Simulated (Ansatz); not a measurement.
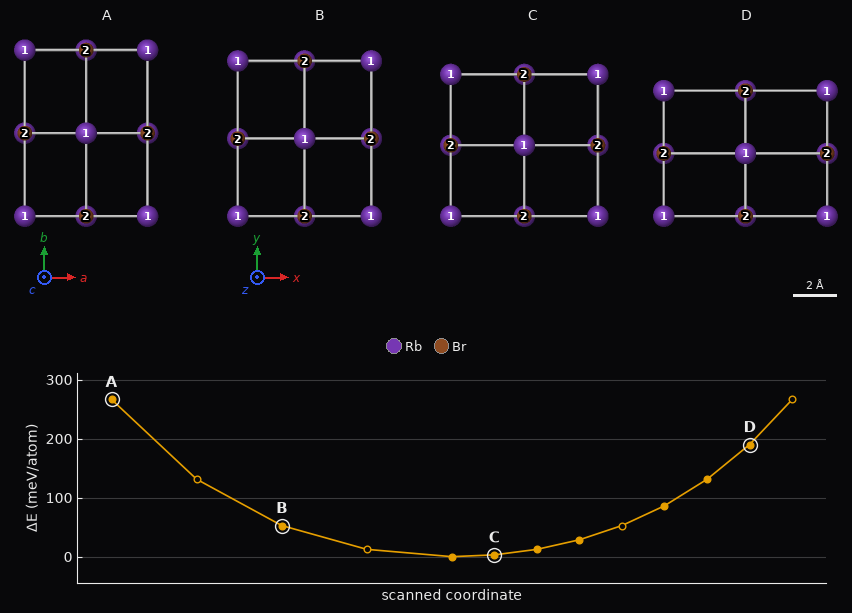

Frames of a one-coordinate scan of solid RbBr (Fm-3m). x, y and z are the Cartesian axes of the input. Hollow markers are points alike by symmetry, not computed again. A ball-and-stick model of the conventional cell (4 times the calculation's cell), seen along the c axis. Lengths and directions refer to the drawn axes.

Level of theory: DFT PBE, scalar-relativistic, plane waves, PAW in Ansatz. Set-up: plane-wave cutoff 420 eV; k-point mesh 6 × 6 × 6; occupations gaussian; smearing width 0.05 eV; no spin polarisation. Energies (free energies at the smearing named) are counted from the cell as listed in its source, which wasn't relaxed.

Q: Which coordinate changes from frame to frame?

A: The cell is strained along x and oppositely along y, with the atoms kept at their fractional coordinates. In the frames the strain is −0.15 (A), −0.075 (B), 0.0187 (C), 0.1312 (D). The lowest computed point lies at the strain 0.00 (0.0 meV/atom). The end points stand at 266.4 meV/atom (−0.15) and 266.4 meV/atom (0.15). The unrelaxed reference is under a pressure of 1.0 GPa. The distortion takes the space group from Fm-3m to Fmmm. At the strain −0.15 the cell of the drawing goes a 6.855 → 5.827 Å, b 6.855 → 7.883 Å.
